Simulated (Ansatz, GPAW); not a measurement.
# Geometry or basis: what sets the conductance of a Pb chain with an H atom on top of one atom

How well does a Pb chain with an H atom on top of one atom conduct once its atoms have relaxed, and how much do cheaper levels lose?

Calculated with GPAW 26.7.0 and Ansatz 0.2.0; Ansatz plane waves; relaxation of the junction with the lead ends held, in the first sound run; inputs show where later runs differ.

**1. Starting point**

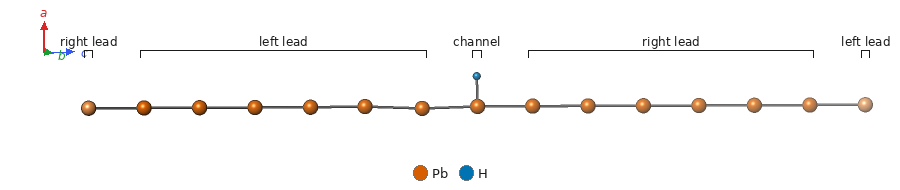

The cell as given, from the side, with the c axis across the page (lead orange, hydrogen blue). Some periodic images of atoms are drawn too.

The cell holds 14 atoms: 13 Pb and 1 H. Its edges and angles: a = 9.000 Å, b = 9.000 Å, c = 37.700 Å, α = 90.0°, β = 90.0°, γ = 90.0°. Regions: left lead, 6 atoms (6 Pb); channel, 2 atoms (1 Pb and 1 H); right lead, 6 atoms (6 Pb). Vacuum lies along a and b. The structure is stacked along c, and the current runs across the ab planes.

Structure file:

```cif
data_structure
_symmetry_space_group_name_H-M 'P 1'
_symmetry_Int_Tables_number 1
_cell_length_a 9.0000
_cell_length_b 9.0000
_cell_length_c 37.7000
_cell_angle_alpha 90.000
_cell_angle_beta 90.000
_cell_angle_gamma 90.000
_cell_volume 3053.70
loop_
_atom_site_label
_atom_site_type_symbol
_atom_site_fract_x
_atom_site_fract_y
_atom_site_fract_z
_atom_site_occupancy
Pb1 Pb 0.50000 0.50000 0.03846 1
Pb2 Pb 0.50000 0.50000 0.11538 1
Pb3 Pb 0.50000 0.50000 0.19231 1
Pb4 Pb 0.50000 0.50000 0.26923 1
Pb5 Pb 0.50232 0.49674 0.34490 1
Pb6 Pb 0.49025 0.49882 0.42407 1
Pb7 Pb 0.50011 0.50171 0.50081 1
H8 H 0.67465 0.50884 0.49930 1
Pb9 Pb 0.50125 0.50913 0.57683 1
Pb10 Pb 0.50038 0.49829 0.65411 1
Pb11 Pb 0.50000 0.50000 0.73077 1
Pb12 Pb 0.50000 0.50000 0.80769 1
Pb13 Pb 0.50000 0.50000 0.88462 1
Pb14 Pb 0.50000 0.50000 0.96154 1
```

**2. Relaxation**

Transmission follows bond lengths closely, so the atoms between the held lead ends are relaxed first, from a slightly shaken start that lets symmetry break.

Input file input.yaml:

```yaml
crystal:
  lattice:
    - [9.0, 0.0, 0.0]
    - [0.0, 9.0, 0.0]
    - [0.0, 0.0, 37.7]
  atoms:
    - { symbol: Pb, position: [0.5, 0.5, 0.0384615385] }
    - { symbol: Pb, position: [0.5, 0.5, 0.1153846154] }
    - { symbol: Pb, position: [0.5, 0.5, 0.1923076923] }
    - { symbol: Pb, position: [0.5, 0.5, 0.2692307692] }
    - { symbol: Pb, position: [0.5023183992, 0.4967350861, 0.3449017318] }
    - { symbol: Pb, position: [0.4902500981, 0.4988225595, 0.4240697133] }
    - { symbol: Pb, position: [0.5001102421, 0.5017061468, 0.5008142479] }
    - { symbol: H, position: [0.6746484028, 0.5088409557, 0.499302195] }
    - { symbol: Pb, position: [0.5012451769, 0.5091319361, 0.5768321599] }
    - { symbol: Pb, position: [0.5003809817, 0.4982937349, 0.6541123553] }
    - { symbol: Pb, position: [0.5, 0.5, 0.7307692308] }
    - { symbol: Pb, position: [0.5, 0.5, 0.8076923077] }
    - { symbol: Pb, position: [0.5, 0.5, 0.8846153846] }
    - { symbol: Pb, position: [0.5, 0.5, 0.9615384615] }
kpoints:
  mp_grid: { grid: [1, 1, 2] }
hamiltonian:
  xc: pbe
scf:
  occupations: { method: fermi_dirac, width: 0.1 }
relax:
  f_tol: 0.03
  max_steps: 80
  constraints: [{ sites: [0, 1, 2, 3, 10, 11, 12, 13] }]
```

Run with:

```bash
$ ansatz run input.yaml --threads 4 --pin off --max-ram 8192MiB --backend cpu --events-out ev --progress --plain --runs-dir out
```

Numbers of over 12 decimals in the logs are rounded to 6 here.

Log:

```text
Engine: ansatz 0.2.0, aarch64-unknown-linux-gnu
Pseudopotentials: kind: paw
Pseudopotential: Pb, paw, valence charge 14, recommended cutoff 420 eV (normal), Pb.paw.azcp
Pseudopotential: H, paw, valence charge 1, recommended cutoff 420 eV (normal), H.paw.azcp
Functional definition: PBE
  parameter kappa = 0.804
  parameter beta = 0.066725
  exchange = pbe_x(kappa = kappa, mu = beta*pi^2/3)
  correlation = pbe_c(beta = beta)
Crystal: 14 atoms, lattice volume = 3053.700 Å³
Basis set: ecut = 420 eV, 59633 PW (Γ), exchange–correlation on 128×128×512 points (8 copies of the dense FFT grid, shifted against one another)
Bands: 110, of which v1, the nominal top of the filled ones, is band 92 counted from 1 (91 counted from 0)
Symmetry: 1 space group operations
Space group: P1 (ITA 1), of the structure as read, at distance tolerance 1.5e-4 Å
k-points: 2
Non-local potential: Pb, projectors of the file, l = 0: 2, l = 1: 2, l = 2: 2, l = 3: 2
Non-local potential: H, projectors of the file, l = 0: 2, l = 1: 1
PAW form: soft (Blöchl's): semilocal exchange-correlation on the pseudo side does not see the compensation charge
PAW one-centre angular grid: Pb, 590 points (default); XC on 64 Gauss nodes
PAW one-centre angular grid: H, 110 points (default); XC on 64 Gauss nodes
Initial density: superposition of atomic densities (neutral atoms: chi_scale 0, normalization atom), corrected by the library's trained network
Initial wavefunctions: pseudopotential atomic-orbital guess
Functional: x = pbe(κ = 0.804, μ = 0.219515), c = pbe(β = 0.066725)
SCF iter   1: F=—  HF=-154782.064744 eV  |F-HF|=—  |Δ(HF+E_count)|=         —  Δρ=1.46e-3  dr2=5.36e-1  ethr=1.77e-3  ⟨swp⟩=8.0  Hψ=932  notcnv=0
preconditioner: auto → LDOS  [metal: Δε(μ)=0.221 eV  Ē_g=3.770 eV  σ=0.100 eV  W_gap=0.46  n_scr=280 (ndim 8)  ℏωp=4.0 eV  f_vac=0.706  D(μ)=14.44/eV (n_scr^D=38)  β→1.0]
SCF iter   2: F=—  HF=-154782.038811 eV  |F-HF|=—  |Δ(HF+E_count)|=   2.59e-2  Δρ=5.78e-4  dr2=5.05e-2  ethr=2.93e-4  ⟨swp⟩=3.0  Hψ=323  notcnv=0
SCF iter   3: F=—  HF=-154782.041381 eV  |F-HF|=—  |Δ(HF+E_count)|=   2.57e-3  Δρ=3.00e-4  dr2=1.16e-2  ethr=2.76e-5  ⟨swp⟩=2.5  Hψ=415  notcnv=0
SCF iter   4: F=—  HF=-154782.041540 eV  |F-HF|=—  |Δ(HF+E_count)|=   1.59e-4  Δρ=9.48e-5  dr2=1.02e-3  ethr=6.36e-6  ⟨swp⟩=2.0  Hψ=434  notcnv=0
SCF iter   5: F=—  HF=-154782.041509 eV  |F-HF|=—  |Δ(HF+E_count)|=   3.10e-5  Δρ=2.91e-5  dr2=6.46e-5  ethr=5.57e-7  ⟨swp⟩=3.0  Hψ=366  notcnv=0
SCF iter   6: F=-154782.041512 eV  HF=-154782.041512 eV  |F-HF|=2.00e-7  |Δ(HF+E_count)|=   3.60e-6  Δρ=8.16e-6  dr2=4.34e-6  ethr=1.23e-8  ⟨swp⟩=6.0  Hψ=853  notcnv=0
SCF 1 converged in 6 iterations: F = -154782.041512 eV  dr2 = 4.34e-6
  greatest PAW one-centre occupation: 0.979 electrons in one spin orbital (limit 2), on the Pb atom at site 5 (counted from 0), in its partial waves of l = 2
relax step   1: F+E_penalty+E_count = -154782.04151201 eV  Δ(F+E_penalty+E_count) = +0.000e0 eV  max|allowed force component| = 4.451e0 eV/Å  Δτ_max = 0.0000 Å  (6 SCF iters, dr2 threshold 2.25e-5 eV, accepted)
Initial density: handed on by an earlier stage of this run
Initial wavefunctions: those handed on with the density
iter 1 solved again at ethr=1.84e-4 eV; its pass at ethr=3.10e-3 eV (dr2=3.37e-1 eV) is discarded
SCF iter   1: F=—  HF=-154782.702829 eV  |F-HF|=—  |Δ(HF+E_count)|=         —  Δρ=1.95e-3  dr2=3.39e-1  ethr=1.84e-4  ⟨swp⟩=1.0  Hψ=836  notcnv=0
preconditioner: auto → LDOS  [metal: Δε(μ)=0.190 eV  Ē_g=3.773 eV  σ=0.100 eV  W_gap=0.39  n_scr=280 (ndim 8)  ℏωp=4.0 eV  f_vac=0.701  D(μ)=14.58/eV (n_scr^D=38)  β→1.0]
SCF iter   2: F=—  HF=-154782.663492 eV  |F-HF|=—  |Δ(HF+E_count)|=   3.93e-2  Δρ=5.40e-4  dr2=2.69e-2  ethr=1.84e-4  ⟨swp⟩=3.0  Hψ=275  notcnv=0
SCF iter   3: F=—  HF=-154782.662488 eV  |F-HF|=—  |Δ(HF+E_count)|=   1.00e-3  Δρ=1.87e-4  dr2=3.56e-3  ethr=1.47e-5  ⟨swp⟩=2.0  Hψ=411  notcnv=0
SCF iter   4: F=—  HF=-154782.662161 eV  |F-HF|=—  |Δ(HF+E_count)|=   3.26e-4  Δρ=6.07e-5  dr2=3.02e-4  ethr=1.94e-6  ⟨swp⟩=2.0  Hψ=390  notcnv=0
SCF iter   5: F=-154782.662158 eV  HF=-154782.662154 eV  |F-HF|=3.29e-6  |Δ(HF+E_count)|=   6.89e-6  Δρ=1.44e-5  dr2=1.11e-5  ethr=5.46e-8  ⟨swp⟩=4.0  Hψ=909  notcnv=0
SCF 2 converged in 5 iterations: F = -154782.662158 eV  dr2 = 1.11e-5
relax step   2: F+E_penalty+E_count = -154782.66215764 eV  Δ(F+E_penalty+E_count) = -6.206e-1 eV  max|allowed force component| = 4.031e-1 eV/Å  Δτ_max = 0.1657 Å  (5 SCF iters, dr2 threshold 1.00e-4 eV, accepted)
SCF iter   1: F=—  HF=-154782.692216 eV  |F-HF|=—  |Δ(HF+E_count)|=         —  Δρ=6.51e-4  dr2=1.77e-2  ethr=8.56e-4  ⟨swp⟩=5.5  Hψ=507  notcnv=0
preconditioner: auto → LDOS  [metal: Δε(μ)=0.200 eV  Ē_g=3.772 eV  σ=0.100 eV  W_gap=0.41  n_scr=280 (ndim 8)  ℏωp=4.0 eV  f_vac=0.701  D(μ)=14.73/eV (n_scr^D=38)  β→1.0]
SCF iter   2: F=—  HF=-154782.690801 eV  |F-HF|=—  |Δ(HF+E_count)|=   1.41e-3  Δρ=3.36e-4  dr2=5.21e-3  ethr=9.68e-6  ⟨swp⟩=2.0  Hψ=438  notcnv=0
SCF iter   3: F=—  HF=-154782.690411 eV  |F-HF|=—  |Δ(HF+E_count)|=   3.90e-4  Δρ=1.21e-4  dr2=7.61e-4  ethr=2.85e-6  ⟨swp⟩=2.0  Hψ=404  notcnv=0
SCF iter   4: F=—  HF=-154782.690282 eV  |F-HF|=—  |Δ(HF+E_count)|=   1.29e-4  Δρ=2.99e-5  dr2=6.17e-5  ethr=4.16e-7  ⟨swp⟩=2.0  Hψ=392  notcnv=0
SCF iter   5: F=-154782.690288 eV  HF=-154782.690289 eV  |F-HF|=1.17e-6  |Δ(HF+E_count)|=   6.56e-6  Δρ=8.39e-6  dr2=3.34e-6  ethr=5.55e-9  ⟨swp⟩=6.0  Hψ=891  notcnv=0
SCF 3 converged in 5 iterations: F = -154782.690288 eV  dr2 = 3.34e-6
relax step   3: F+E_penalty+E_count = -154782.69028787 eV  Δ(F+E_penalty+E_count) = -2.813e-2 eV  max|allowed force component| = 1.170e-1 eV/Å  Δτ_max = 0.1195 Å  (5 SCF iters, dr2 threshold 1.02e-5 eV, accepted)
[... from here on, the SCF cycles and remarks between the steps are left out ...]
relax step   4: F+E_penalty+E_count = -154782.73295269 eV  Δ(F+E_penalty+E_count) = -4.266e-2 eV  max|allowed force component| = 1.442e-1 eV/Å  Δτ_max = 0.1953 Å  (7 SCF iters, accepted)
relax step   5: F+E_penalty+E_count = -154782.77998298 eV  Δ(F+E_penalty+E_count) = -4.703e-2 eV  max|allowed force component| = 1.707e-1 eV/Å  Δτ_max = 0.1952 Å  (6 SCF iters, dr2 threshold 1.75e-6 eV, accepted)
relax step   6: F+E_penalty+E_count = -154782.83137807 eV  Δ(F+E_penalty+E_count) = -5.140e-2 eV  max|allowed force component| = 1.005e-1 eV/Å  Δτ_max = 0.1949 Å  (5 SCF iters, dr2 threshold 2.91e-5 eV, accepted)
relax step   7: F+E_penalty+E_count = -154782.84961168 eV  Δ(F+E_penalty+E_count) = -1.823e-2 eV  max|allowed force component| = 4.593e-2 eV/Å  Δτ_max = 0.2000 Å  (6 SCF iters, dr2 threshold 3.50e-6 eV, accepted)
relax step   8: F+E_penalty+E_count = -154782.86807957 eV  Δ(F+E_penalty+E_count) = -1.847e-2 eV  max|allowed force component| = 6.656e-2 eV/Å  Δτ_max = 0.1918 Å  (7 SCF iters, accepted)
relax step   9: F+E_penalty+E_count = -154782.88850786 eV  Δ(F+E_penalty+E_count) = -2.043e-2 eV  max|allowed force component| = 9.565e-2 eV/Å  Δτ_max = 0.1905 Å  (7 SCF iters, dr2 threshold 9.26e-7 eV, accepted)
relax step  10: F+E_penalty+E_count = -154782.90384907 eV  Δ(F+E_penalty+E_count) = -1.534e-2 eV  max|allowed force component| = 2.667e-1 eV/Å  Δτ_max = 0.1998 Å  (6 SCF iters, dr2 threshold 9.15e-6 eV, accepted)
relax step  11: F+E_penalty+E_count = -154782.91933902 eV  Δ(F+E_penalty+E_count) = -1.549e-2 eV  max|allowed force component| = 5.564e-2 eV/Å  Δτ_max = 0.1997 Å  (5 SCF iters, dr2 threshold 7.11e-5 eV, accepted)
relax step  12: F+E_penalty+E_count = -154782.92573407 eV  Δ(F+E_penalty+E_count) = -6.395e-3 eV  max|allowed force component| = 2.020e-2 eV/Å  Δτ_max = 0.1056 Å  (7 SCF iters, accepted)
relax step  13: F+E_penalty+E_count = -154782.93089022 eV  Δ(F+E_penalty+E_count) = -5.156e-3 eV  max|allowed force component| = 8.020e-2 eV/Å  Δτ_max = 0.1955 Å  (8 SCF iters, accepted)
relax step  14: F+E_penalty+E_count = -154782.93284749 eV  Δ(F+E_penalty+E_count) = -1.957e-3 eV  max|allowed force component| = 4.115e-2 eV/Å  Δτ_max = 0.0870 Å  (7 SCF iters, accepted)
SCF iter   1: F=—  HF=-154782.934476 eV  |F-HF|=—  |Δ(HF+E_count)|=         —  Δρ=5.17e-4  dr2=8.25e-3  ethr=3.24e-5  ⟨swp⟩=4.0  Hψ=602  notcnv=0
preconditioner: auto → LDOS  [metal: Δε(μ)=0.046 eV  Ē_g=3.369 eV  σ=0.100 eV  W_gap=0.11  n_scr=280 (ndim 8)  ℏωp=3.9 eV  f_vac=0.697  D(μ)=16.35/eV (n_scr^D=46)  β→1.0]
SCF iter   2: F=—  HF=-154782.933344 eV  |F-HF|=—  |Δ(HF+E_count)|=   1.13e-3  Δρ=2.05e-4  dr2=1.76e-3  ethr=4.51e-6  ⟨swp⟩=2.0  Hψ=429  notcnv=0
SCF iter   3: F=—  HF=-154782.932991 eV  |F-HF|=—  |Δ(HF+E_count)|=   3.53e-4  Δρ=7.16e-5  dr2=2.25e-4  ethr=9.60e-7  ⟨swp⟩=2.0  Hψ=396  notcnv=0
SCF iter   4: F=—  HF=-154782.932945 eV  |F-HF|=—  |Δ(HF+E_count)|=   4.58e-5  Δρ=1.52e-5  dr2=1.53e-5  ethr=1.23e-7  ⟨swp⟩=2.0  Hψ=395  notcnv=0
SCF iter   5: F=—  HF=-154782.933484 eV  |F-HF|=—  |Δ(HF+E_count)|=   5.39e-4  Δρ=5.25e-6  dr2=1.46e-6  ethr=8.36e-9  ⟨swp⟩=2.0  Hψ=323  notcnv=0
SCF iter   6: F=-154782.933484 eV  HF=-154782.933484 eV  |F-HF|=2.40e-8  |Δ(HF+E_count)|=   1.91e-7  Δρ=1.43e-6  dr2=9.73e-8  ethr=5.46e-11  ⟨swp⟩=4.5  Hψ=1190  notcnv=0
SCF 15 converged in 6 iterations: F = -154782.933484 eV  dr2 = 9.73e-8
relax step  15: F+E_penalty+E_count = -154782.93348435 eV  Δ(F+E_penalty+E_count) = -6.369e-4 eV  max|allowed force component| = 7.615e-3 eV/Å  Δτ_max = 0.0516 Å  (6 SCF iters, accepted)
SCF converged after 6 iterations
Free energy (F): -154782.933484 eV
Harris-Foulkes:  -154782.933484 eV  (|F-HF|=2.40e-8)
Internal energy: -154782.387689 eV  (E = F + TS)
E sigma→0 (E₀):  -154782.660587 eV
Entropy (-TS):   -0.545795 eV (-38.985 meV/atom)
Fermi energy:    -2.168751 eV
--- Per-component energies (eV) ---
  E_band       = -2828.652995
  E_kinetic    = 3756.088681
  E_local      = -36993.496485  (includes V_loc(G=0)·N_el)
  E_nonlocal   = 4545.029156
  E_hartree    = 15964.535162
  E_xc         = -2854.716427
  E_vxc        = -1700.489624  (∫ρ·V_xc dr)
  E_paw        = -135279.934344  (= ΣΔE_a)
  E_vpaw       = -4364.862166  (= ΣTr[D̂ρ^β])
  E_aug_tail   = -0.000466  (compensation charges beyond the density's cutoff)
  E_ewald      = -3919.892966
  E_smearing   = -0.545795  (= −TS)
  E_closure    = 0.000000  (closes the sum)
  Σ components = -154782.933484   (vs F -154782.933484, Δ=0.00e0)
--- Forces (eV/Å), atoms counted from 1 ---
  atom   1  Pb    -0.01131387     0.00010958    -0.09760397
  atom   2  Pb    -0.00838670    -0.00114687    -0.02284726
  atom   3  Pb    -0.03456849    -0.00357757     0.04249628
  atom   4  Pb     0.05771684     0.00624620     0.42299278
  atom   5  Pb     0.00083638    -0.00181439     0.00731158
  atom   6  Pb    -0.00311742     0.00023247    -0.00462515
  atom   7  Pb    -0.00761529    -0.00122200     0.00366574
  atom   8  H      0.00584406     0.00149515    -0.00121451
  atom   9  Pb    -0.00204826     0.00004865    -0.00080058
  atom  10  Pb    -0.00244597     0.00156258    -0.00391405
  atom  11  Pb     0.05603145     0.00982323    -0.42445466
  atom  12  Pb    -0.03256940    -0.00691978    -0.04304538
  atom  13  Pb    -0.00871067    -0.00179639     0.02707624
  atom  14  Pb    -0.00960506    -0.00296221     0.09488046
  max |Σ_I F_I| component: 8.25e-5 eV/Å
--- Relaxed structure (15 steps of the walk, 15 accepted, 0 SCFs on fresh bases) ---
  F+E_penalty+E_count = -154782.93348435 eV   max|allowed force component| = 7.615e-3 eV/Å
  atoms:
    - { symbol: Pb, position: [0.5, 0.5, 0.0384615385] }
    - { symbol: Pb, position: [0.5, 0.5, 0.1153846154] }
    - { symbol: Pb, position: [0.5, 0.5, 0.1923076923] }
    - { symbol: Pb, position: [0.5, 0.5, 0.2692307692] }
    - { symbol: Pb, position: [0.388014, 0.485403, 0.343681] }
    - { symbol: Pb, position: [0.514100, 0.501020, 0.416549] }
    - { symbol: Pb, position: [0.454468, 0.492766, 0.499774] }
    - { symbol: H, position: [0.660679, 0.524531, 0.500124] }
    - { symbol: Pb, position: [0.513660, 0.499653, 0.583081] }
    - { symbol: Pb, position: [0.390664, 0.479759, 0.656169] }
    - { symbol: Pb, position: [0.5, 0.5, 0.7307692308] }
    - { symbol: Pb, position: [0.5, 0.5, 0.8076923077] }
    - { symbol: Pb, position: [0.5, 0.5, 0.884615] }
    - { symbol: Pb, position: [0.5, 0.5, 0.9615384615] }
```

Elapsed: 4.2 min, on 4 threads of Arm Neoverse N1, shared host; peak memory 3.7 GiB; 16 min of CPU time.

Relaxation path:

```
step  energy less that of the first step (eV)  largest force component (eV/Å)
   1                                   0.0000                          4.4513
   2                                  -0.6206                          0.4031
   3                                  -0.6488                          0.1170
   4                                  -0.6914                          0.1442
   5                                  -0.7385                          0.1707
   6                                  -0.7899                          0.1005
   7                                  -0.8081                          0.0459
   8                                  -0.8266                          0.0666
   9                                  -0.8470                          0.0957
  10                                  -0.8623                          0.2667
  11                                  -0.8778                          0.0556
  12                                  -0.8842                          0.0202
  13                                  -0.8894                          0.0802
  14                                  -0.8913                          0.0411
  15                                  -0.8920                          0.0076
```

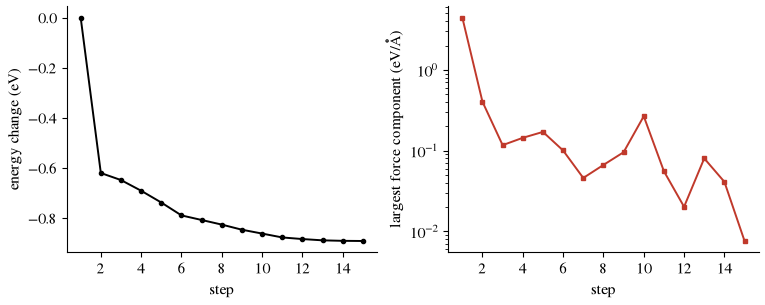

Energy and largest force along the relaxation.

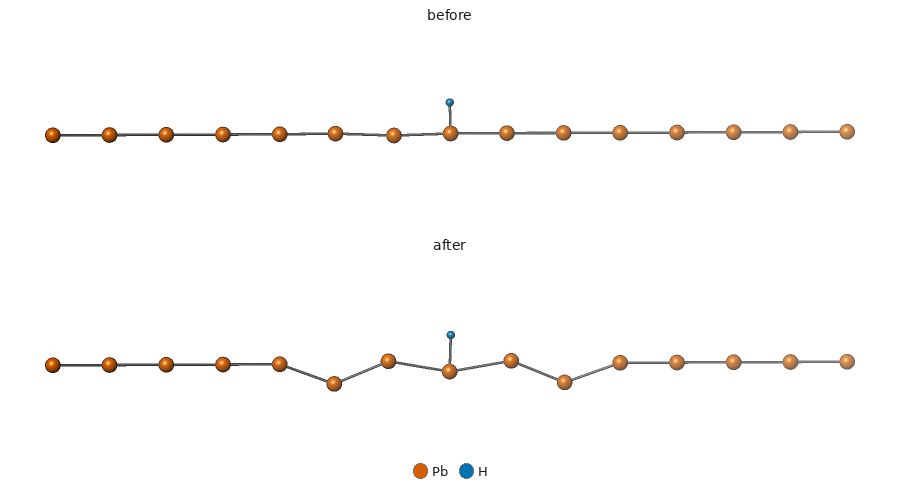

Before and after, at one scale.

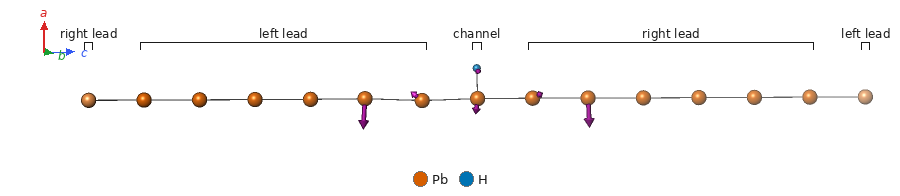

Displacements in the relaxation, exaggerated; the longest in the cell stands for 1.03 Å. Some periodic images of atoms are drawn too.

The atoms that moved most (Å):

```
atom      dx      dy      dz  length
 Pb5  -1.029  -0.102  -0.046   1.035
Pb10  -0.987  -0.167   0.078   1.004
 Pb7  -0.411  -0.080  -0.039   0.420
 Pb6   0.215   0.020  -0.284   0.356
 Pb9   0.112  -0.085   0.236   0.274
  H8  -0.126   0.141   0.031   0.192
```

Numbers from this step:

```yaml
free_energy: -154782.9335 eV
smearing_term_ts: 0.5458 eV
symmetry_operations: 1
```

The relaxation lowered the energy of the cell by 0.892 eV.

[end of part 1 of 4]

[Logs are printed without paths, hosts, clocks, repeated set-up lines and the standing remarks that a program may print on its own settings, such as how far it seeks lower states.]

[Hosts, paths, dates, database ids (printed as entryN), source tags and the programs' standing remarks are cut or masked in the printed files.]
